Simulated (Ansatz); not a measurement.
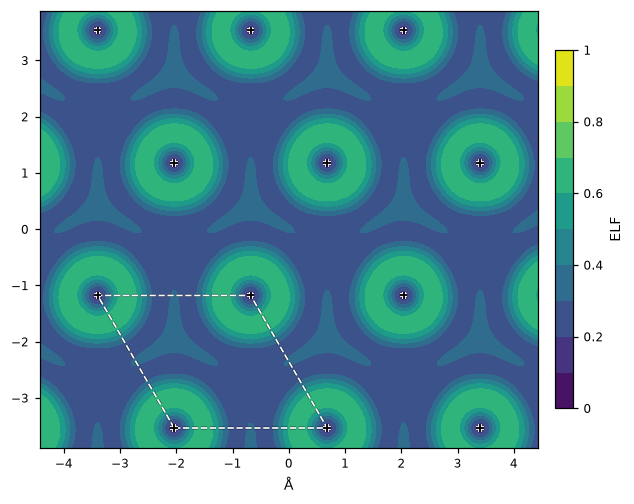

The electron localisation function on a plane through atoms (crosses mark nuclei in the plane).

All numbers below come from Ansatz 0.2.0, DFT PBE, scalar-relativistic, plane waves, PAW.

Candidates:
A. AlNi, a = 2.89 Å, b = 2.89 Å, c = 2.90 Å, α = 90.00°, β = 90.00°, γ = 90.00°. Space group P4/mmm; a structure from a database of computed crystals, not necessarily the ambient phase; computed without spin polarisation.
B. Ru, a = 2.72 Å, b = 2.72 Å, c = 4.30 Å, α = 90.00°, β = 90.00°, γ = 120.00°. Space group P6₃/mmc; computed without spin polarisation.
C. CoO, a = 3.05 Å, b = 3.05 Å, c = 4.26 Å, α = 90.00°, β = 90.00°, γ = 90.00°. Space group I4/mmm; changed on purpose from its base cell (volume × 1.03, shape and atoms relaxed); computed pressure about −5 GPa in this cell; spin-polarised.

> Which system is this?

Candidate B: Ru on the (001) plane of the conventional cell, which holds Ru. Ru–Ru (2.72 Å): the ELF is about 0.30 at the midpoint.
